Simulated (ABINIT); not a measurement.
**PtS₂: phonons q calculation (part 2 of 2)**

Continued. System: PtS₂ (P-3m1, 3 atoms in the cell). Method: Kohn-Sham DFT of a periodic cell, LDA, PseudoDojo NC SR LDA v0.4.1 standard, no spin polarisation (ABINIT 10.8.3); cutoff 952.4 eV, 6×6×4 k-mesh, fixed occupations. The structure derives from an entry of the Crystallography Open Database.

Geometry of the input (Å; fractional positions):
```
3.5432  0.0000  0.0000
-1.7716  3.0685  0.0000
0.0000  0.0000  5.0388
Pt 0.0000  0.0000  0.0000
S  0.6667  0.3333  0.7730
S  0.3333  0.6667  0.2270
```

**Log, continued**
```
--- Pseudopotential description ------------------------------------------------
- pspini: atom type   1  psp file is ./Pt.upf
  78.00000  18.00000  180309                  znucl, zion, pspdat
12 -1012 3 -1 1340                            pspcod,pspxc,lmax,lloc,mmax
     nproj     2     2     2     2

- pspini: atom type   2  psp file is ./S.upf
  16.00000   6.00000  180309                  znucl, zion, pspdat
12 -1012 2 -1 1132                            pspcod,pspxc,lmax,lloc,mmax
     nproj     2     2     2     0

--------------------------------------------------------------------------------

 ==>  initialize data related to q vector <==

 The list of irreducible perturbations for this q vector is:
    1)    idir= 1    ipert=   1
    2)    idir= 3    ipert=   1
    3)    idir= 1    ipert=   2
    4)    idir= 3    ipert=   2

================================================================================

 The perturbation idir=   2  ipert=   1 is
 symmetric of a previously calculated perturbation.
 So, its SCF calculation is not needed.

 The perturbation idir=   2  ipert=   2 is
 symmetric of a previously calculated perturbation.
 So, its SCF calculation is not needed.

 The perturbation idir=   1  ipert=   3 is
 symmetric of a previously calculated perturbation.
 So, its SCF calculation is not needed.

 The perturbation idir=   2  ipert=   3 is
 symmetric of a previously calculated perturbation.
 So, its SCF calculation is not needed.

 The perturbation idir=   3  ipert=   3 is
 symmetric of a previously calculated perturbation.
 So, its SCF calculation is not needed.

--------------------------------------------------------------------------------
 Perturbation wavevector (in red.coord.)   0.333333  0.333333  0.500000
 Perturbation : displacement of atom   1   along direction   1
 The set of symmetries contains only one element for this perturbation.
 symkpt : not enough symmetry to change the number of k points.

--------------------------------------------------------------------------------

--------------------------------------------------------------------------------

 Initialisation of the first-order wave-functions :
  ireadwf=   0

--- !BeginCycle
iteration_state: {dtset: 2, }
solver: {iscf: 7, nstep: 80, nline: 4, wfoptalg: 0, }
tolerances: {tolvrs: 1.00E-10, }
...

     iter   2DEtotal(Ha)        deltaE(Ha) residm    vres2
-ETOT  1   18.262292304349     -5.985E+03 2.181E+01 4.495E+03
 ETOT  2   14.581198179443     -3.681E+00 2.338E-01 3.655E+03
 ETOT  3   13.760199270014     -8.210E-01 4.696E-02 2.203E+01
 ETOT  4   13.737292758060     -2.291E-02 4.504E-03 4.423E-01
 ETOT  5   13.736027387534     -1.265E-03 1.199E-03 3.204E+00
 ETOT  6   13.735154760484     -8.726E-04 2.506E-04 7.064E-01
 ETOT  7   13.734965455042     -1.893E-04 1.177E-04 6.234E-02
 ETOT  8   13.734934186263     -3.127E-05 2.033E-05 1.719E-03
 ETOT  9   13.734928777465     -5.409E-06 1.128E-05 1.326E-04
 ETOT 10   13.734927391645     -1.386E-06 1.907E-06 2.019E-04
 ETOT 11   13.734926936181     -4.555E-07 1.078E-06 2.497E-06
 ETOT 12   13.734926809008     -1.272E-07 2.130E-07 6.442E-06
 ETOT 13   13.734926767105     -4.190E-08 1.282E-07 2.978E-07
 ETOT 14   13.734926754133     -1.297E-08 2.740E-08 9.980E-08
 ETOT 15   13.734926750009     -4.125E-09 1.631E-08 2.604E-07
 ETOT 16   13.734926748521     -1.488E-09 3.545E-09 3.101E-07
 ETOT 17   13.734926748139     -3.820E-10 2.021E-09 5.964E-07
 ETOT 18   13.734926748030     -1.091E-10 4.586E-10 5.663E-07
 ETOT 19   13.734926747975     -5.457E-11 2.215E-10 5.135E-07
 ETOT 20   13.734926748039      6.366E-11 6.059E-11 6.662E-07
 ETOT 21   13.734926747958     -8.095E-11 2.876E-11 5.907E-07
 ETOT 22   13.734926747975      1.728E-11 7.838E-12 3.363E-07
 ETOT 23   13.734926747904     -7.094E-11 1.075E-11 1.022E-07
 ETOT 24   13.734926747803     -1.010E-10 1.344E-12 6.842E-08
 ETOT 25   13.734926747971      1.683E-10 2.238E-13 4.891E-09
 ETOT 26   13.734926747870     -1.019E-10 4.982E-14 2.413E-10
 ETOT 27   13.734926747755     -1.146E-10 7.474E-15 4.747E-11

 At SCF step   27       vres2   =  4.75E-11 < tolvrs=  1.00E-10 =>converged.
================================================================================

 ----iterations are completed or convergence reached----

 Mean square residual over all n,k,spin=   11.248E-17; max=  74.741E-16

 2DEtotal=    0.1373492675E+02 Ha. Also 2DEtotal=    0.373746396793E+03 eV
    (2DErelax=   -5.9897538773E+03 Ha. 2DEnonrelax=    6.0034888040E+03 Ha)
    (  non-var. 2DEtotal :    1.3734928120E+01 Ha)

--------------------------------------------------------------------------------
 Perturbation wavevector (in red.coord.)   0.333333  0.333333  0.500000
 Perturbation : displacement of atom   1   along direction   3
 The set of symmetries contains only one element for this perturbation.
 symkpt : not enough symmetry to change the number of k points.

--------------------------------------------------------------------------------

--------------------------------------------------------------------------------

 Initialisation of the first-order wave-functions :
  ireadwf=   0

--- !BeginCycle
iteration_state: {dtset: 2, }
solver: {iscf: 7, nstep: 80, nline: 4, wfoptalg: 0, }
tolerances: {tolvrs: 1.00E-10, }
...

     iter   2DEtotal(Ha)        deltaE(Ha) residm    vres2
-ETOT  1   29.962537932403     -1.177E+04 4.106E+01 5.363E+03
 ETOT  2   20.008285595541     -9.954E+00 1.077E+00 1.735E+03
 ETOT  3   19.252828568253     -7.555E-01 4.068E-02 2.561E+01
 ETOT  4   19.220429156092     -3.240E-02 9.048E-03 3.510E+00
 ETOT  5   19.215369537953     -5.060E-03 2.159E-03 4.174E-01
 ETOT  6   19.214384092941     -9.854E-04 6.553E-04 1.300E-03
 ETOT  7   19.214172661234     -2.114E-04 1.525E-04 1.129E-02
 ETOT  8   19.214111575268     -6.109E-05 7.527E-05 3.559E-05
 ETOT  9   19.214094721394     -1.685E-05 1.998E-05 7.993E-05
 ETOT 10   19.214089586413     -5.135E-06 9.116E-06 2.114E-05
 ETOT 11   19.214087980247     -1.606E-06 2.468E-06 9.002E-06
 ETOT 12   19.214087478417     -5.018E-07 1.147E-06 5.228E-05
 ETOT 13   19.214087299239     -1.792E-07 2.987E-07 1.951E-05
 ETOT 14   19.214087256113     -4.313E-08 1.446E-07 4.875E-05
 ETOT 15   19.214087224215     -3.190E-08 3.472E-08 1.951E-05
 ETOT 16   19.214087222623     -1.592E-09 1.425E-08 5.686E-05
 ETOT 17   19.214087213634     -8.989E-09 4.382E-09 2.340E-05
 ETOT 18   19.214087214289      6.548E-10 1.747E-09 3.186E-05
 ETOT 19   19.214087209215     -5.073E-09 5.394E-10 7.204E-06
 ETOT 20   19.214087209003     -2.128E-10 2.682E-10 8.194E-06
 ETOT 21   19.214087207005     -1.997E-09 3.872E-11 1.672E-07
 ETOT 22   19.214087206909     -9.641E-11 2.543E-11 2.369E-08
 ETOT 23   19.214087207125      2.165E-10 3.028E-12 8.092E-09
 ETOT 24   19.214087206956     -1.692E-10 2.590E-12 1.679E-09
 ETOT 25   19.214087206791     -1.655E-10 2.997E-13 1.994E-10
 ETOT 26   19.214087207162      3.711E-10 2.421E-13 4.251E-11

 At SCF step   26       vres2   =  4.25E-11 < tolvrs=  1.00E-10 =>converged.
================================================================================

 ----iterations are completed or convergence reached----

 Mean square residual over all n,k,spin=   69.431E-17; max=  24.209E-14

 2DEtotal=    0.1921408721E+02 Ha. Also 2DEtotal=    0.522841948358E+03 eV
    (2DErelax=   -1.1777806886E+04 Ha. 2DEnonrelax=    1.1797020973E+04 Ha)
    (  non-var. 2DEtotal :    1.9214083914E+01 Ha)

--------------------------------------------------------------------------------
 Perturbation wavevector (in red.coord.)   0.333333  0.333333  0.500000
 Perturbation : displacement of atom   2   along direction   1
 The set of symmetries contains only one element for this perturbation.
 symkpt : not enough symmetry to change the number of k points.

--------------------------------------------------------------------------------

--------------------------------------------------------------------------------

 Initialisation of the first-order wave-functions :
  ireadwf=   0

--- !BeginCycle
iteration_state: {dtset: 2, }
solver: {iscf: 7, nstep: 80, nline: 4, wfoptalg: 0, }
tolerances: {tolvrs: 1.00E-10, }
...

     iter   2DEtotal(Ha)        deltaE(Ha) residm    vres2
-ETOT  1   7.5329651424855     -3.348E+02 5.907E-01 1.541E+03
 ETOT  2   7.3807234354455     -1.522E-01 1.178E-01 2.996E+03
 ETOT  3   6.6170895761277     -7.636E-01 9.930E-03 1.761E+02
 ETOT  4   6.5661140494191     -5.098E-02 3.709E-03 4.865E+00
 ETOT  5   6.5640962590696     -2.018E-03 6.571E-04 1.087E+00
 ETOT  6   6.5635753052145     -5.210E-04 2.674E-04 1.010E-01
 ETOT  7   6.5634912733194     -8.403E-05 7.462E-05 7.233E-03
 ETOT  8   6.5634741431454     -1.713E-05 2.769E-05 7.325E-03
 ETOT  9   6.5634676699876     -6.473E-06 8.841E-06 3.388E-04
 ETOT 10   6.5634661138923     -1.556E-06 3.248E-06 7.475E-05
 ETOT 11   6.5634656368800     -4.770E-07 1.080E-06 1.669E-05
 ETOT 12   6.5634654867170     -1.502E-07 3.898E-07 3.184E-06
 ETOT 13   6.5634654391534     -4.756E-08 1.328E-07 1.610E-06
 ETOT 14   6.5634654231756     -1.598E-08 4.863E-08 1.027E-07
 ETOT 15   6.5634654180734     -5.102E-09 1.686E-08 3.257E-07
 ETOT 16   6.5634654162966     -1.777E-09 5.653E-09 3.294E-08
 ETOT 17   6.5634654157105     -5.861E-10 2.160E-09 1.554E-08
 ETOT 18   6.5634654155083     -2.022E-10 6.780E-10 9.297E-09
 ETOT 19   6.5634654154381     -7.020E-11 2.721E-10 2.014E-09
 ETOT 20   6.5634654154194     -1.870E-11 8.614E-11 3.566E-09
 ETOT 21   6.5634654154075     -1.188E-11 3.480E-11 2.018E-09
 ETOT 22   6.5634654154050     -2.501E-12 9.024E-12 3.232E-09
 ETOT 23   6.5634654154037     -1.307E-12 4.683E-12 3.138E-10
 ETOT 24   6.5634654154071      3.354E-12 1.278E-12 1.316E-10
 ETOT 25   6.5634654154026     -4.434E-12 5.879E-13 2.932E-11

 At SCF step   25       vres2   =  2.93E-11 < tolvrs=  1.00E-10 =>converged.
================================================================================

 ----iterations are completed or convergence reached----

 Mean square residual over all n,k,spin=   10.363E-16; max=  58.794E-14

 2DEtotal=    0.6563465415E+01 Ha. Also 2DEtotal=    0.178600992531E+03 eV
    (2DErelax=   -3.3578817269E+02 Ha. 2DEnonrelax=    3.4235163811E+02 Ha)
    (  non-var. 2DEtotal :    6.5634657882E+00 Ha)

--------------------------------------------------------------------------------
 Perturbation wavevector (in red.coord.)   0.333333  0.333333  0.500000
 Perturbation : displacement of atom   2   along direction   3
 The set of symmetries contains only one element for this perturbation.
 symkpt : not enough symmetry to change the number of k points.

--------------------------------------------------------------------------------

--------------------------------------------------------------------------------

 Initialisation of the first-order wave-functions :
  ireadwf=   0

--- !BeginCycle
iteration_state: {dtset: 2, }
solver: {iscf: 7, nstep: 80, nline: 4, wfoptalg: 0, }
tolerances: {tolvrs: 1.00E-10, }
...

     iter   2DEtotal(Ha)        deltaE(Ha) residm    vres2
-ETOT  1   12.299974320075     -6.608E+02 1.503E+00 4.082E+03
 ETOT  2   11.805952965339     -4.940E-01 1.999E-01 8.885E+03
 ETOT  3   10.139699979732     -1.666E+00 3.185E-02 7.506E+02
 ETOT  4   9.9741041014300     -1.656E-01 8.236E-03 8.138E+00
 ETOT  5   9.9700373384835     -4.067E-03 2.137E-04 2.918E+00
 ETOT  6   9.9694608990066     -5.764E-04 1.063E-04 7.797E-01
 ETOT  7   9.9693095114172     -1.514E-04 1.836E-05 8.447E-02
 ETOT  8   9.9692853740446     -2.414E-05 6.253E-06 8.565E-03
 ETOT  9   9.9692807569591     -4.617E-06 2.670E-06 5.436E-04
 ETOT 10   9.9692801488465     -6.081E-07 7.465E-07 6.158E-04
 ETOT 11   9.9692799152106     -2.336E-07 3.139E-07 2.656E-04
 ETOT 12   9.9692798309384     -8.427E-08 9.250E-08 9.309E-05
 ETOT 13   9.9692798052055     -2.573E-08 3.677E-08 5.078E-05
 ETOT 14   9.9692797901073     -1.510E-08 1.189E-08 1.994E-06
 ETOT 15   9.9692797876085     -2.499E-09 5.009E-09 1.065E-07
 ETOT 16   9.9692797868966     -7.119E-10 1.564E-09 1.545E-08
 ETOT 17   9.9692797866890     -2.076E-10 6.306E-10 1.855E-07
 ETOT 18   9.9692797865773     -1.116E-10 2.028E-10 1.569E-08
 ETOT 19   9.9692797865355     -4.184E-11 8.393E-11 3.466E-10
 ETOT 20   9.9692797865341     -1.364E-12 2.660E-11 4.925E-10
 ETOT 21   9.9692797865344      2.274E-13 1.074E-11 2.208E-11

 At SCF step   21       vres2   =  2.21E-11 < tolvrs=  1.00E-10 =>converged.
================================================================================

 ----iterations are completed or convergence reached----

 Mean square residual over all n,k,spin=   23.814E-15; max=  10.735E-12

 2DEtotal=    0.9969279787E+01 Ha. Also 2DEtotal=    0.271277922866E+03 eV
    (2DErelax=   -6.6315438337E+02 Ha. 2DEnonrelax=    6.7312366315E+02 Ha)
    (  non-var. 2DEtotal :    9.9692805444E+00 Ha)

================================================================================

 ---- first-order wavefunction calculations are completed ----

 ==> Compute Derivative Database <==

  Dynamical matrix, in cartesian coordinates,
   if specified in the inputs, asr has been imposed
     j1       j2             matrix element
  dir pert dir pert     real part    imaginary part

   1    1   1    1         0.3063637099         0.0000000000
   1    1   1    2         0.0153173303        -0.0265303960
   1    1   2    2         0.0265303960         0.0153173303
   1    1   3    2        -0.0257657509        -0.0148758629
   1    1   1    3         0.0306346621        -0.0000000008
   1    1   2    3        -0.0000000008        -0.0306346621
   1    1   3    3         0.0000000003         0.0297517263

   2    1   2    1         0.3063637099        -0.0000000000
   2    1   1    2         0.0265303960         0.0153173303
   2    1   2    2        -0.0153173303         0.0265303960
   2    1   3    2        -0.0148758629         0.0257657509
   2    1   1    3        -0.0000000008        -0.0306346621
   2    1   2    3        -0.0306346621         0.0000000008
   2    1   3    3        -0.0297517263         0.0000000003

   3    1   3    1         0.2119179305         0.0000000000
   3    1   1    2        -0.0484824015        -0.0279913293
   3    1   2    2        -0.0279913293         0.0484824015
   3    1   1    3        -0.0000000015         0.0559826560
   3    1   2    3        -0.0559826560        -0.0000000015

   1    2   1    1         0.0153173303         0.0265303945
   1    2   2    1         0.0265303945        -0.0153173303
   1    2   3    1        -0.0484823984         0.0279913257
   1    2   1    2         0.1464010382        -0.0000000000
   1    2   2    2         0.0000000000        -0.0045142715
   1    2   1    3         0.0082554838         0.0142989173
   1    2   2    3        -0.0142989173         0.0082554838
   1    2   3    3        -0.0042627026         0.0024610720

   2    2   1    1         0.0265303945        -0.0153173303
   2    2   2    1        -0.0153173303        -0.0265303945
   2    2   3    1        -0.0279913257        -0.0484823984
   2    2   1    2         0.0000000000         0.0045142715
   2    2   2    2         0.1464010382        -0.0000000000
   2    2   1    3        -0.0142989173         0.0082554838
   2    2   2    3        -0.0082554838        -0.0142989173
   2    2   3    3         0.0024610720         0.0042627026

   3    2   1    1        -0.0257657512         0.0148758633
   3    2   2    1        -0.0148758633        -0.0257657512
   3    2   3    2         0.1099542047        -0.0000000000
   3    2   1    3        -0.0042627022         0.0024610727
   3    2   2    3         0.0024610727         0.0042627022

   1    3   1    1         0.0306346608         0.0000000001
   1    3   2    1        -0.0000000001         0.0306346608
   1    3   3    1         0.0000000001        -0.0559826515
   1    3   1    2         0.0082554838        -0.0142989173
   1    3   2    2        -0.0142989173        -0.0082554838
   1    3   3    2        -0.0042627022        -0.0024610727
   1    3   1    3         0.1464010382        -0.0000000000
   1    3   2    3        -0.0000000000         0.0045142715

   2    3   1    1        -0.0000000001         0.0306346608
   2    3   2    1        -0.0306346608        -0.0000000001
   2    3   3    1        -0.0559826515        -0.0000000001
   2    3   1    2        -0.0142989173        -0.0082554838
   2    3   2    2        -0.0082554838         0.0142989173
   2    3   3    2         0.0024610727        -0.0042627022
   2    3   1    3        -0.0000000000        -0.0045142715
   2    3   2    3         0.1464010382        -0.0000000000

   3    3   1    1         0.0000000001        -0.0297517267
   3    3   2    1        -0.0297517267        -0.0000000001
   3    3   1    2        -0.0042627026        -0.0024610720
   3    3   2    2         0.0024610720        -0.0042627026
   3    3   3    3         0.1099542047        -0.0000000000

  Phonon wavevector (reduced coordinates) :  0.33333  0.33333  0.50000
 Phonon energies in Hartree :
   5.038370E-04  8.356852E-04  8.356852E-04  1.372627E-03  1.372627E-03
   1.535897E-03  1.608570E-03  1.608570E-03  1.773913E-03
 Phonon frequencies in cm-1    :
   1.105794E+02  1.834117E+02  1.834117E+02  3.012569E+02  3.012569E+02
   3.370903E+02  3.530402E+02  3.530402E+02  3.893290E+02

== END DATASET(S) ==============================================================
================================================================================

 -outvars: echo values of variables after computation  --------
            acell      1.8897261259E+00  1.8897261259E+00  1.8897261259E+00 Bohr
           etotal1    -1.5284891655E+02
           etotal2     9.9692797865E+00
            fcart1    -0.0000000000E+00 -6.1914547867E-29 -0.0000000000E+00
                       8.0429356975E-29 -1.0835045877E-28 -1.5341489542E-02
                      -8.0429356975E-29  1.7026500663E-28  1.5341489542E-02
            fcart2     0.0000000000E+00  0.0000000000E+00  0.0000000000E+00
                       0.0000000000E+00  0.0000000000E+00  0.0000000000E+00
                       0.0000000000E+00  0.0000000000E+00  0.0000000000E+00
            rprim      3.5432000000E+00  0.0000000000E+00  0.0000000000E+00
                      -1.7716000000E+00  3.0685012107E+00  0.0000000000E+00
                       0.0000000000E+00  0.0000000000E+00  5.0388000000E+00
           strten1    -8.7733436337E-05 -8.7733436405E-05 -8.1468197825E-05
                       0.0000000000E+00  0.0000000000E+00  0.0000000000E+00
           strten2     0.0000000000E+00  0.0000000000E+00  0.0000000000E+00
                       0.0000000000E+00  0.0000000000E+00  0.0000000000E+00
           xangst      0.0000000000E+00  0.0000000000E+00  0.0000000000E+00
                       1.7716000000E+00  1.0228337369E+00  3.8949924000E+00
                      -3.0056425965E-16  2.0456674738E+00  1.1438076000E+00
             xred      0.0000000000E+00  0.0000000000E+00  0.0000000000E+00
                       6.6666666667E-01  3.3333333333E-01  7.7300000000E-01
                       3.3333333333E-01  6.6666666667E-01  2.2700000000E-01
 Calculation completed.
```

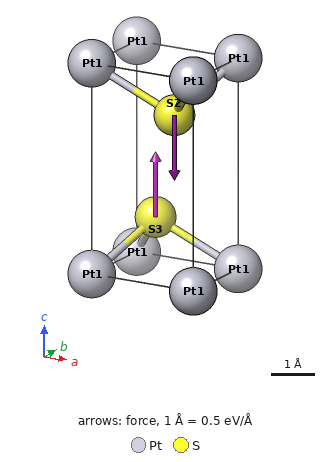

Forces on the atoms as pink arrows (ball-and-stick view of the cell of the calculation, seen slightly off an axis; atoms are numbered from 1 in the order of the input). The largest act on S2, S3 (0.79 eV/Å). The geometry is not a stationary point of this energy.

**Key numbers**

- outcome: converged
- space group (tolerance 0.01 Å): P-3m1 (164)
- electrons treated: 30
- free energy: −4159.2309 eV
- Fermi energy: 7.628 eV
- pressure: 2.52 GPa
- largest force (length of the vector): 0.789 eV/Å
- hardware: 4 threads of Intel Xeon (Sapphire Rapids), 128 GiB of memory available, shared host
- wall time: 12 min (CPU time 48 min)
- peak memory: 0.72 GiB

**Remarks**

Further notes kept with the run: chneut/=0 not allowed with q/=0 => chneut reset to 0 locally; asr/=0 not allowed with q/=0 => asr reset to 0 locally. Points of doubt noted for this run: atoms not at rest; cutoff too low for stress. Spin–orbit coupling is left out, which matters for Pt.
